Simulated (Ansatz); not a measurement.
# What a change does: single-point calculation on B

System: B (1 atom in the cell).
Method of run 1: DFT, PBEsol, plane waves (420 eV) with PAW, scalar-relativistic, no spin polarisation (Ansatz 0.2.0).

Text and figures count atoms from 1; the logs count them from 0 in places.

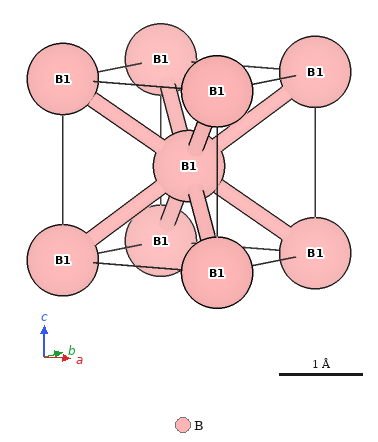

The structure (ball-and-stick view of the cell 2 times as large as that of the calculation, set on its symmetry axes, seen at an oblique angle; atoms are numbered from 1 in the order of the input). Near neighbours in the crystal (not all of them lie inside the picture): B has 8 B at 1.91 Å.

**The input, run 1**
```yaml
crystal:
  lattice:
    - [-1.1011401884, 1.1011401884, 1.1011401884]
    - [1.1011401884, -1.1011401884, 1.1011401884]
    - [1.1011401884, 1.1011401884, -1.1011401884]
  atoms:
    - { symbol: B, position: [0.0, 0.0, 0.0] }
hamiltonian:
  xc: pbesol
  pseudopotentials:
    kind: paw
    azcp:
      B: "pseudopotentials/B.paw.azcp"
basis:
  ecutwfc: 420
  fft_grid_basis: typed
kpoints:
  mp_grid: { grid: [21, 21, 21], shift: [0, 0, 0] }
magnetization:
  spin_polarized: false
scf:
  occupations: { method: fermi_dirac, width: 0.1 }
  lower_state_search: "off"
output:
  stress: true
```

Hardware: 2 threads of an Arm (aarch64) CPU, shared host.

**Output, shortened to warnings, some set-up lines, iterations and results (run 1)**
```
Warning: [file] the record states the generating functional pbe (its physics header spells it `PBE`), which answers neither for hamiltonian.xc's functional nor for the pbesol family's — results may be inconsistent (PPs are generated against a specific XC)
Basis set: ecut = 420 eV, 87 PW (Γ)
Symmetry: 48 space group operations
k-points: 286 of 9261
Initial density: superposition of atomic densities (neutral atoms: chi_scale 0, normalization atom), corrected by the library's trained network
[...]
SCF iter   1: F=—  HF=-150.943029 eV  |F-HF|=—  |Δ(HF+E_count)|=         —  Δρ=3.41e-3  dr2=2.66e-4  ethr=1.77e-3  ⟨swp⟩=4.5  Hψ=12797  notcnv=0
SCF iter   2: F=—  HF=-150.942939 eV  |F-HF|=—  |Δ(HF+E_count)|=   8.98e-5  Δρ=1.62e-3  dr2=5.79e-5  ethr=8.85e-6  ⟨swp⟩=1.0  Hψ=4005  notcnv=0
SCF iter   3: F=—  HF=-150.942923 eV  |F-HF|=—  |Δ(HF+E_count)|=   1.56e-5  Δρ=5.08e-5  dr2=4.88e-8  ethr=1.93e-6  ⟨swp⟩=1.6  Hψ=1831  notcnv=0
SCF iter   4: F=-150.942923 eV  HF=-150.942923 eV  |F-HF|=3.39e-10  |Δ(HF+E_count)|=   1.93e-8  Δρ=1.05e-5  dr2=1.44e-9  ethr=1.63e-9  ⟨swp⟩=2.1  Hψ=2017  notcnv=0
SCF iter   5: F=-150.942923 eV  HF=-150.942923 eV  |F-HF|=2.36e-12  |Δ(HF+E_count)|=  3.58e-10  Δρ=7.52e-7  dr2=6.58e-12  ethr=4.81e-11  ⟨swp⟩=1.0  Hψ=1624  notcnv=0
SCF iter   6: F=-150.942923 eV  HF=-150.942923 eV  |F-HF|=8.53e-14  |Δ(HF+E_count)|=  3.21e-12  Δρ=4.23e-8  dr2=2.03e-14  ethr=1.00e-12  ⟨swp⟩=1.0  Hψ=4092  notcnv=0
SCF 1 converged in 6 iterations: F = -150.942923 eV  dr2 = 2.03e-14
SCF converged after 6 iterations
Free energy (F): -150.942923 eV
Harris-Foulkes:  -150.942923 eV  (|F-HF|=8.53e-14)
Internal energy: -150.936735 eV  (E = F + TS)
E sigma→0 (E₀):  -150.939829 eV
Entropy (-TS):   -0.006188 eV (-6.188 meV/atom)
Fermi energy:    16.038209 eV
--- Per-component energies (eV) ---
  E_band       = 22.509218
  E_kinetic    = 51.433351
  E_local      = 1.437516  (includes V_loc(G=0)·N_el)
  E_nonlocal   = 11.737058
  E_hartree    = 0.125307
  E_xc         = -33.263844
  E_vxc        = -39.779461  (∫ρ·V_xc dr)
  E_paw        = -75.342493  (= ΣΔE_a)
  E_vpaw       = -2.569858  (= ΣTr[D̂ρ^β])
  E_aug_tail   = -0.000002  (compensation charges beyond the density's cutoff)
  E_ewald      = -107.078338
  E_core_change = 0.014711  (= ΣΔE_core)
  E_smearing   = -0.006188  (= −TS)
  E_closure    = 0.000000  (closes the sum)
  Σ components = -150.942923   (vs F -150.942923, Δ=0.00e0)
--- Stress (GPa, compression-positive) ---
       39.161614       0.000000      -0.000000
       -0.000000      39.161614      -0.000000
        0.000000       0.000000      39.161614
  P = ⅓ Tr σ = 39.1616 GPa (391.616 kbar)
```

The input of run 2 differs as follows (lines with − go, lines with + come):
```diff
-    - [-1.1011401884, 1.1011401884, 1.1011401884]
-    - [1.1011401884, -1.1011401884, 1.1011401884]
-    - [1.1011401884, 1.1011401884, -1.1011401884]
+    - [-1.1789344029, 1.1789344029, 1.1789344029]
+    - [1.1789344029, -1.1789344029, 1.1789344029]
+    - [1.1789344029, 1.1789344029, -1.1789344029]
```

How does run 2 compare with run 1?

With the same functional and potentials, run 2 lies 54.5 meV per atom lower. The pressure goes from 39.16 to −15.41 GPa. The volume per atom goes from 5.34 to 6.55 Å³. The number of SCF iterations is the same. The plane waves at Γ go from 87 to 135.

**Output, shortened to warnings, some set-up lines, iterations and results (run 2)**
```
Warning: [file] the record states the generating functional pbe (its physics header spells it `PBE`), which answers neither for hamiltonian.xc's functional nor for the pbesol family's — results may be inconsistent (PPs are generated against a specific XC)
Basis set: ecut = 420 eV, 135 PW (Γ)
Symmetry: 48 space group operations
k-points: 286 of 9261
Initial density: superposition of atomic densities (neutral atoms: chi_scale 0, normalization atom), corrected by the library's trained network
[...]
SCF iter   1: F=—  HF=-150.997757 eV  |F-HF|=—  |Δ(HF+E_count)|=         —  Δρ=4.98e-3  dr2=9.34e-4  ethr=1.77e-3  ⟨swp⟩=4.4  Hψ=12705  notcnv=0
SCF iter   2: F=—  HF=-150.997452 eV  |F-HF|=—  |Δ(HF+E_count)|=   3.05e-4  Δρ=2.36e-3  dr2=2.05e-4  ethr=3.11e-5  ⟨swp⟩=1.0  Hψ=4004  notcnv=0
SCF iter   3: F=—  HF=-150.997387 eV  |F-HF|=—  |Δ(HF+E_count)|=   6.46e-5  Δρ=9.98e-5  dr2=3.69e-7  ethr=6.84e-6  ⟨swp⟩=1.9  Hψ=1949  notcnv=0
SCF iter   4: F=—  HF=-150.997387 eV  |F-HF|=—  |Δ(HF+E_count)|=   2.13e-7  Δρ=2.20e-5  dr2=1.56e-8  ethr=1.23e-8  ⟨swp⟩=2.1  Hψ=2067  notcnv=0
SCF iter   5: F=-150.997387 eV  HF=-150.997387 eV  |F-HF|=3.22e-11  |Δ(HF+E_count)|=   2.80e-9  Δρ=2.23e-6  dr2=1.57e-10  ethr=5.21e-10  ⟨swp⟩=1.0  Hψ=1642  notcnv=0
SCF iter   6: F=-150.997387 eV  HF=-150.997387 eV  |F-HF|=5.68e-14  |Δ(HF+E_count)|=  2.12e-11  Δρ=1.31e-7  dr2=4.57e-13  ethr=5.22e-12  ⟨swp⟩=1.0  Hψ=4342  notcnv=0
SCF 1 converged in 6 iterations: F = -150.997387 eV  dr2 = 4.57e-13
SCF converged after 6 iterations
Free energy (F): -150.997387 eV
Harris-Foulkes:  -150.997387 eV  (|F-HF|=5.68e-14)
Internal energy: -150.988164 eV  (E = F + TS)
E sigma→0 (E₀):  -150.992775 eV
Entropy (-TS):   -0.009223 eV (-9.223 meV/atom)
Fermi energy:    12.666396 eV
--- Per-component energies (eV) ---
  E_band       = 16.009729
  E_kinetic    = 45.783485
  E_local      = -2.051842  (includes V_loc(G=0)·N_el)
  E_nonlocal   = 11.759558
  E_hartree    = 0.255155
  E_xc         = -31.580972
  E_vxc        = -37.608156  (∫ρ·V_xc dr)
  E_paw        = -75.155685  (= ΣΔE_a)
  E_vpaw       = -2.383623  (= ΣTr[D̂ρ^β])
  E_aug_tail   = -0.000001  (compensation charges beyond the density's cutoff)
  E_ewald      = -100.012571
  E_core_change = 0.014711  (= ΣΔE_core)
  E_smearing   = -0.009223  (= −TS)
  E_closure    = 0.000000  (closes the sum)
  Σ components = -150.997387   (vs F -150.997387, Δ=0.00e0)
--- Stress (GPa, compression-positive) ---
      -15.411920       0.000000      -0.000000
       -0.000000     -15.411920      -0.000000
       -0.000000      -0.000000     -15.411920
  P = ⅓ Tr σ = -15.4119 GPa (-154.119 kbar)
```

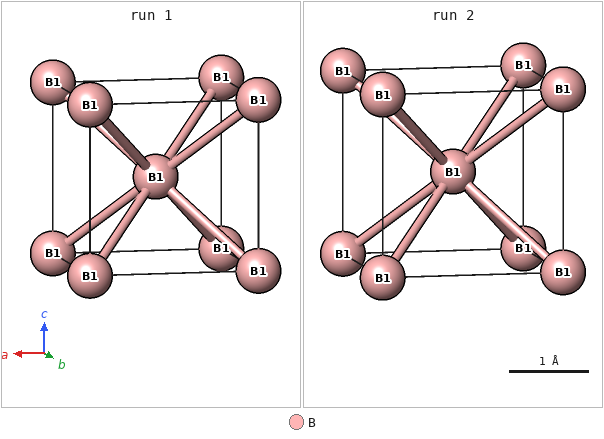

The two input geometries at one scale (ball-and-stick view of the cell 2 times as large as that of the calculation, set on its symmetry axes, seen at an oblique angle). No atom moves by more than 0.005 Å relative to the cell. The volume changes by +22.7 %, with a = b = c 2.202 → 2.358 Å (+7.1 %). Among the contacts that change: B1–B1 1.907 → 2.042 Å.

**The two runs side by side**

| quantity | run 1 | run 2 |
| --- | --- | --- |
| outcome | converged | converged |
| free energy per atom (eV) | −150.9429 | −150.9974 |
| energy per atom, smearing taken to zero (eV) | −150.9398 | −150.9928 |
| pressure (GPa) | 39.16 | −15.41 |
| volume per atom (Å³) | 5.34 | 6.55 |
| SCF iterations | 6 | 6 |
| irreducible k-points | 286 | 286 |
| plane waves at Γ | 87 | 135 |
| wall time (shared host) | 1.2 s | 0.65 s |

For both runs: Warnings: the PAW datasets were made with another functional. For run 1: The cell is under a pressure of 39 GPa at this level, so it is not at its equilibrium volume. For run 2: The cell is under a tension of 15.4 GPa at this level, so it is not at its equilibrium volume.
